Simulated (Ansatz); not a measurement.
Run report: Mo, geometry relaxation

Mo (Im-3m, 1 atom in the cell), computed with DFT, PBE, PAW with Ansatz's default frozen-core files, scalar-relativistic, no spin polarisation (Ansatz 0.2.0).

The structure was built on a prototype by a generator; it need not be a known phase. It belongs to a series of runs on one base structure; here: cell relaxed at zero pressure. Figures and captions count atoms from 1; the log counts them from 0 in places.

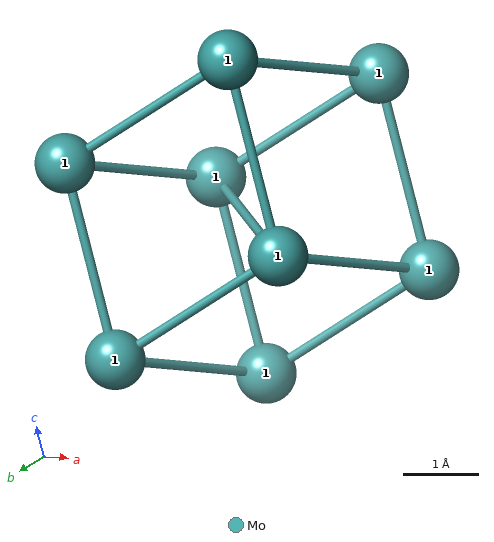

The structure as given in the input (ball-and-stick view of the cell of the calculation, seen at an oblique angle; atoms are numbered from 1 in the order of the input).

Results in brief

| quantity | value |
| --- | --- |
| outcome | converged |
| space group (tolerance 0.01 Å) | Im-3m (229) |
| electrons treated | 14 |
| free energy | −4956.0223 eV |
| Fermi energy | 20.883 eV |
| pressure | 0.00 GPa |
| final volume | 15.79 Å³ |
| largest force (length of the vector) at the end | under 0.001 eV/Å |
| final cell | a = 2.737 Å, b = 2.737 Å, c = 2.737 Å, α = 109.47°, β = 109.47°, γ = 109.47° |
| hardware | 1 thread of Arm Neoverse V1, 24 GiB of memory available, shared host |
| wall time | 8.2 s |
| peak memory | 0.3 GiB |

Input
```yaml
crystal:
  lattice:
    - [-1.5813925127, 1.5813925127, 1.5813925127]
    - [1.5813925127, -1.5813925127, 1.5813925127]
    - [1.5813925127, 1.5813925127, -1.5813925127]
  atoms:
    - { symbol: Mo, position: [0.0, 0.0, 0.0] }
kpoints:
  mp_grid: { grid: [18, 18, 18] }
scf:
  occupations: { method: fermi_dirac, width: 0.05 }
hamiltonian:
  xc: pbe
  pseudopotentials: { kind: paw }
output:
  forces: true
  stress: true
relax:
  f_tol: 0.005
  max_steps: 40
  cell: {}
```

Launched with:
```bash
ansatz run input.yaml --threads 1 --pin off --max-ram 3584MiB --backend cpu --events-out ev --progress --plain --runs-dir out
```

What the program printed
```
Engine: ansatz 0.2.0, aarch64-unknown-linux-gnu
Pseudopotentials: kind: paw
Pseudopotential: Mo, paw, valence charge 14, recommended cutoff 420 eV (normal), Mo.paw.azcp
Functional definition: PBE
  parameter kappa = 0.804
  parameter beta = 0.06672455060314922
  exchange = pbe_x(kappa = kappa, mu = beta*pi^2/3)
  correlation = pbe_c(beta = beta)
Crystal: 1 atoms, lattice volume = 15.819 Å³
Basis set: ecut = 420 eV, 321 PW (Γ), exchange–correlation on 40×40×40 points (8 copies of the dense FFT grid, shifted against one another)
Bands: 11, of which v1, the nominal top of the filled ones, is band 7 counted from 1 (6 counted from 0)
Symmetry: 48 space group operations
Space group: Im-3m (ITA 229), of the structure as read, at distance tolerance 2.5e-5 Å
k-points: 195 of 5832
Non-local potential: Mo, projectors of the file, l = 0: 3, l = 1: 2, l = 2: 2, l = 3: 1
PAW form: soft (Blöchl's): semilocal exchange-correlation on the pseudo side does not see the compensation charge
PAW one-centre angular grid: Mo, 590 points (default); XC on 64 Gauss nodes
Initial density: superposition of atomic densities (neutral atoms: chi_scale 0, normalization atom), corrected by the library's trained network
Initial wavefunctions: pseudopotential atomic-orbital guess
Functional: x = pbe(κ = 0.804, μ = 0.2195149727645171), c = pbe(β = 0.06672455060314922)
SCF iter   1: F=—  HF=-4956.022316 eV  |F-HF|=—  |Δ(HF+E_count)|=         —  Δρ=2.67e-3  dr2=6.10e-4  ethr=1.77e-3  ⟨swp⟩=5.1  Hψ=12615  notcnv=0
preconditioner: auto → none  [metal: Δε(μ)=0.039 eV  Ē_g=8.230 eV  σ=0.050 eV  W_gap=0.19  n_scr=0 (ndim 8)  ℏωp=22.9 eV  f_vac=0.000  D(μ)=0.57/eV (n_scr^D=0)]
SCF iter   2: F=—  HF=-4956.022262 eV  |F-HF|=—  |Δ(HF+E_count)|=   5.40e-5  Δρ=1.31e-3  dr2=1.06e-4  ethr=4.36e-6  ⟨swp⟩=2.7  Hψ=4971  notcnv=0
SCF iter   3: F=—  HF=-4956.022277 eV  |F-HF|=—  |Δ(HF+E_count)|=   1.46e-5  Δρ=2.99e-4  dr2=9.85e-6  ethr=7.56e-7  ⟨swp⟩=2.0  Hψ=3499  notcnv=0
SCF iter   4: F=—  HF=-4956.022275 eV  |F-HF|=—  |Δ(HF+E_count)|=   1.73e-6  Δρ=5.73e-5  dr2=1.81e-7  ethr=7.04e-8  ⟨swp⟩=2.1  Hψ=2647  notcnv=0
iter 5 did not close the SCF: its close was put off for the readings that it lacked (scf_convergence_deferred on its scf_iter line)
SCF iter   5: F=-4956.022275 eV  HF=-4956.022275 eV  |F-HF|=3.37e-8  |Δ(HF+E_count)|=   7.97e-9  Δρ=2.70e-5  dr2=4.55e-8  ethr=1.29e-9  ⟨swp⟩=2.0  Hψ=3505  notcnv=0
SCF iter   6: F=-4956.022275 eV  HF=-4956.022275 eV  |F-HF|=3.75e-9  |Δ(HF+E_count)|=   1.69e-8  Δρ=9.81e-6  dr2=5.30e-9  ethr=3.25e-10  ⟨swp⟩=2.0  Hψ=7309  notcnv=0
SCF 1 converged in 6 iterations: F = -4956.022275 eV  dr2 = 5.30e-9
  greatest PAW one-centre occupation: 0.998 electrons in one spin orbital (limit 2), on the Mo atom at site 0 (counted from 0), in its partial waves of l = 0
relax step   1: F+E_penalty+E_count = -4956.02227483 eV  Δ(F+E_penalty+E_count) = +0.000e0 eV  max|allowed force component| = 0.000e0 eV/Å  Δτ_max = 0.0000 Å  P = -0.550 GPa  Ω = 15.819 Å³  (6 SCF iters, dr2 threshold 1.00e-7 eV, accepted)
Crystal: 1 atoms, lattice volume = 15.717 Å³
Initial density: handed on by an earlier stage of this run
Initial wavefunctions: those handed on with the density
iter 1 solved again at ethr=7.26e-8 eV; its pass at ethr=3.10e-3 eV (dr2=1.02e-5 eV) is discarded
SCF iter   1: F=—  HF=-4956.022119 eV  |F-HF|=—  |Δ(HF+E_count)|=         —  Δρ=3.71e-4  dr2=8.01e-6  ethr=7.26e-8  ⟨swp⟩=2.2  Hψ=15129  notcnv=0
preconditioner: auto → none  [metal: Δε(μ)=0.023 eV  Ē_g=8.283 eV  σ=0.050 eV  W_gap=0.12  n_scr=0 (ndim 8)  ℏωp=22.9 eV  f_vac=0.000  D(μ)=0.56/eV (n_scr^D=0)]
SCF iter   2: F=—  HF=-4956.022122 eV  |F-HF|=—  |Δ(HF+E_count)|=   3.00e-6  Δρ=1.92e-4  dr2=1.88e-6  ethr=5.72e-8  ⟨swp⟩=1.0  Hψ=2145  notcnv=0
SCF iter   3: F=—  HF=-4956.022123 eV  |F-HF|=—  |Δ(HF+E_count)|=   1.28e-6  Δρ=3.04e-5  dr2=1.40e-7  ethr=1.34e-8  ⟨swp⟩=2.0  Hψ=3323  notcnv=0
SCF iter   4: F=-4956.022123 eV  HF=-4956.022123 eV  |F-HF|=5.88e-10  |Δ(HF+E_count)|=   5.46e-8  Δρ=6.12e-6  dr2=2.00e-9  ethr=7.14e-10  ⟨swp⟩=4.0  Hψ=6704  notcnv=0
SCF 2 converged in 4 iterations: F = -4956.022123 eV  dr2 = 2.00e-9
relax step   2: F+E_penalty+E_count = -4956.02212314 eV  Δ(F+E_penalty+E_count) = +1.517e-4 eV  max|allowed force component| = 0.000e0 eV/Å  Δτ_max = 0.0000 Å  P = +1.132 GPa  Ω = 15.717 Å³  energy of the carried Pulay correction = +2.977e-5 eV  (4 SCF iters, dr2 threshold 1.00e-7 eV, rejected (line search))
Crystal: 1 atoms, lattice volume = 15.786 Å³
iter 1 solved again at ethr=3.21e-8 eV; its pass at ethr=3.10e-3 eV (dr2=4.50e-6 eV) is discarded
SCF iter   1: F=—  HF=-4956.022341 eV  |F-HF|=—  |Δ(HF+E_count)|=         —  Δρ=2.47e-4  dr2=3.57e-6  ethr=3.21e-8  ⟨swp⟩=2.2  Hψ=15149  notcnv=0
preconditioner: auto → none  [metal: Δε(μ)=0.029 eV  Ē_g=8.246 eV  σ=0.050 eV  W_gap=0.14  n_scr=0 (ndim 8)  ℏωp=22.9 eV  f_vac=0.000  D(μ)=0.57/eV (n_scr^D=0)]
SCF iter   2: F=—  HF=-4956.022343 eV  |F-HF|=—  |Δ(HF+E_count)|=   1.98e-6  Δρ=1.27e-4  dr2=8.37e-7  ethr=2.55e-8  ⟨swp⟩=1.0  Hψ=2145  notcnv=0
SCF iter   3: F=—  HF=-4956.022342 eV  |F-HF|=—  |Δ(HF+E_count)|=   9.77e-8  Δρ=2.02e-5  dr2=6.23e-8  ethr=5.98e-9  ⟨swp⟩=2.0  Hψ=3323  notcnv=0
SCF iter   4: F=—  HF=-4956.022342 eV  |F-HF|=—  |Δ(HF+E_count)|=   2.43e-8  Δρ=4.12e-6  dr2=8.89e-10  ethr=4.45e-10  ⟨swp⟩=2.2  Hψ=3206  notcnv=0
SCF iter   5: F=—  HF=-4956.022342 eV  |F-HF|=—  |Δ(HF+E_count)|=  4.91e-11  Δρ=1.23e-6  dr2=1.83e-10  ethr=6.35e-12  ⟨swp⟩=2.0  Hψ=3514  notcnv=0
SCF iter   6: F=-4956.022342 eV  HF=-4956.022342 eV  |F-HF|=2.73e-12  |Δ(HF+E_count)|=  7.73e-11  Δρ=2.21e-7  dr2=5.72e-12  ethr=1.00e-12  ⟨swp⟩=3.3  Hψ=9095  notcnv=0
SCF 3 converged in 6 iterations: F = -4956.022342 eV  dr2 = 5.72e-12
relax step   3: F+E_penalty+E_count = -4956.02234245 eV  Δ(F+E_penalty+E_count) = -6.762e-5 eV  max|allowed force component| = 0.000e0 eV/Å  Δτ_max = 0.0000 Å  P = -0.004 GPa  Ω = 15.786 Å³  energy of the carried Pulay correction = +9.762e-6 eV  (6 SCF iters, accepted)
Initial wavefunctions: pseudopotential atomic-orbital guess (no wavefunctions were taken with the density)
iter 1 solved again at ethr=2.33e-8 eV; its pass at ethr=3.10e-3 eV (dr2=3.26e-6 eV) is discarded
SCF iter   1: F=—  HF=-4956.022330 eV  |F-HF|=—  |Δ(HF+E_count)|=         —  Δρ=6.28e-6  dr2=8.35e-10  ethr=2.33e-8  ⟨swp⟩=3.2  Hψ=19032  notcnv=0
SCF iter   2: F=—  HF=-4956.022330 eV  |F-HF|=—  |Δ(HF+E_count)|=   5.21e-7  Δρ=3.20e-6  dr2=2.10e-10  ethr=5.97e-12  ⟨swp⟩=2.2  Hψ=3530  notcnv=0
SCF iter   3: F=-4956.022330 eV  HF=-4956.022330 eV  |F-HF|=0.00e0  |Δ(HF+E_count)|=  1.38e-10  Δρ=2.53e-7  dr2=2.97e-12  ethr=1.00e-12  ⟨swp⟩=3.7  Hψ=9405  notcnv=0
SCF 4 converged in 3 iterations: F = -4956.022330 eV  dr2 = 2.97e-12
relax step   4: F+E_penalty+E_count = -4956.02232954 eV  Δ(F+E_penalty+E_count) = +1.291e-5 eV  max|allowed force component| = 0.000e0 eV/Å  Δτ_max = 0.0000 Å  P = -0.003 GPa  Ω = 15.786 Å³  stress off target by 3.08e-3 GPa  SCF on the basis re-selected at this cell (its energy is not comparable with the rows above)  (3 SCF iters)
```

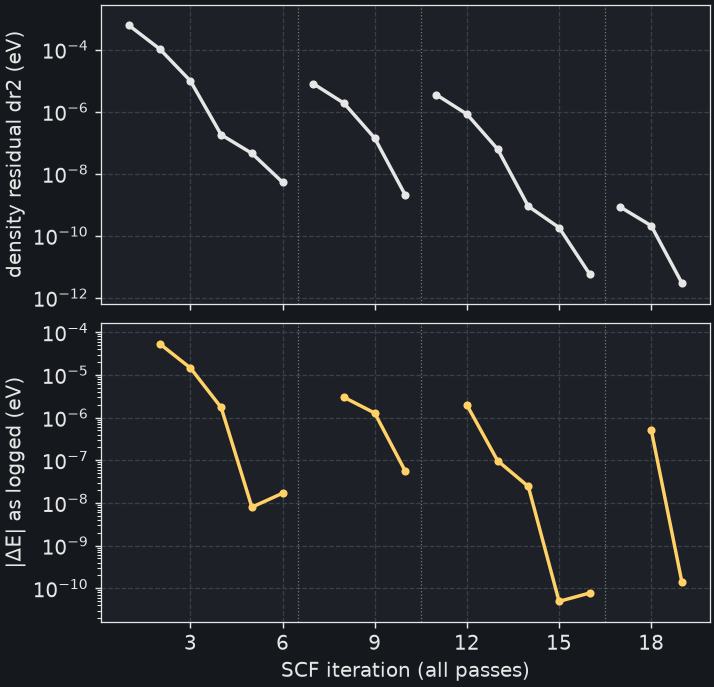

Convergence of the self-consistent field: density residual dr2 and size of the energy change against the SCF iteration. The dotted lines part the SCF passes of the relaxation: geometry steps, rejected trials and re-solves on a re-selected basis. The passes take 6, 4, 6 and 3 iterations.

```
basis re-selected at this cell: Δ(F+E_penalty+E_count) = +1.291e-5 eV, ΔP = +0.001 GPa vs the last step (what re-selecting the basis moved, of the pressure what is left beyond the Pulay correction that the steps carried, after the strain that the cell walked since its last selection, with what the two solves' SCF thresholds leave and, on support functions, any second-order correction that the steps lacked; it is no measure of the basis error at this ecutwfc). This SCF's stress stands 3.08e-3 GPa from its target on what of the cell is left free (relax.cell.stress_tol is 5.00e-2 GPa) and its largest allowed force component is 0.00e0 eV/Å (relax.f_tol is 5.00e-3 eV/Å): within both
SCF converged after 3 iterations
Free energy (F): -4956.022330 eV
Harris-Foulkes:  -4956.022330 eV  (|F-HF|=0.00e0)
Internal energy: -4956.017462 eV  (E = F + TS)
E sigma→0 (E₀):  -4956.019896 eV
Entropy (-TS):   -0.004867 eV (-4.867 meV/atom)
Fermi energy:    20.883139 eV
--- Per-component energies (eV) ---
  E_band       = -58.068323
  E_kinetic    = 440.618938
  E_local      = -790.854370  (includes V_loc(G=0)·N_el)
  E_nonlocal   = 142.546471
  E_hartree    = 261.230093
  E_xc         = -183.491259
  E_vxc        = -229.012073  (∫ρ·V_xc dr)
  E_paw        = -3201.176124  (= ΣΔE_a)
  E_vpaw       = -143.827528  (= ΣTr[D̂ρ^β])
  E_aug_tail   = 0.000042  (compensation charges beyond the density's cutoff)
  E_ewald      = -1624.891253
  E_smearing   = -0.004867  (= −TS)
  E_closure    = 0.000000  (closes the sum)
  Σ components = -4956.022330   (vs F -4956.022330, Δ=0.00e0)
--- Forces (eV/Å), atoms counted from 1 ---
  atom   1  Mo    -0.00000000     0.00000000     0.00000000
  max |Σ_I F_I| component: 7.19e-33 eV/Å
--- Stress (GPa, compression-positive) ---
       -0.003084       0.000000       0.000000
       -0.000000      -0.003084      -0.000000
        0.000000       0.000000      -0.003084
  P = ⅓ Tr σ = -0.0031 GPa (-0.031 kbar)
--- Relaxed structure (3 steps of the walk, 2 accepted, 1 SCFs on fresh bases) ---
  F+E_penalty+E_count = -4956.02232954 eV   max|allowed force component| = 0.000e0 eV/Å   (the final SCF, on the basis selected at the relaxed cell)
  cell:  # Å, volume = 15.7856 Å³
    - [-1.5802780017982572, 1.5802780017982572, 1.5802780017982572]
    - [1.5802780017982572, -1.5802780017982572, 1.5802780017982572]
    - [1.5802780017982572, 1.5802780017982572, -1.5802780017982572]
  atoms:
    - { symbol: Mo, position: [0.0, 0.0, 0.0] }
```

Trajectory as extended XYZ (Å, eV, eV/Å), 4 frames, from step=1 to step=4
```
1
Lattice="-1.5814 1.5814 1.5814 1.5814 -1.5814 1.5814 1.5814 1.5814 -1.5814" Properties=species:S:1:pos:R:3:forces:R:3 step=1 energy=-4956.02228 pressure_GPa=-0.55
Mo    0.0000    0.0000    0.0000    0.0000   0.0000   0.0000
1
Lattice="-1.5780 1.5780 1.5780 1.5780 -1.5780 1.5780 1.5780 1.5780 -1.5780" Properties=species:S:1:pos:R:3:forces:R:3 step=2 energy=-4956.02212 pressure_GPa=1.13 accepted=F
Mo    0.0000    0.0000    0.0000    0.0000   0.0000   0.0000
1
Lattice="-1.5803 1.5803 1.5803 1.5803 -1.5803 1.5803 1.5803 1.5803 -1.5803" Properties=species:S:1:pos:R:3:forces:R:3 step=3 energy=-4956.02234 pressure_GPa=-0.00
Mo    0.0000    0.0000    0.0000    0.0000   0.0000   0.0000
1
Lattice="-1.5803 1.5803 1.5803 1.5803 -1.5803 1.5803 1.5803 1.5803 -1.5803" Properties=species:S:1:pos:R:3:forces:R:3 step=4 energy=-4956.02233 pressure_GPa=-0.00
Mo    0.0000    0.0000    0.0000    0.0000   0.0000   0.0000
```
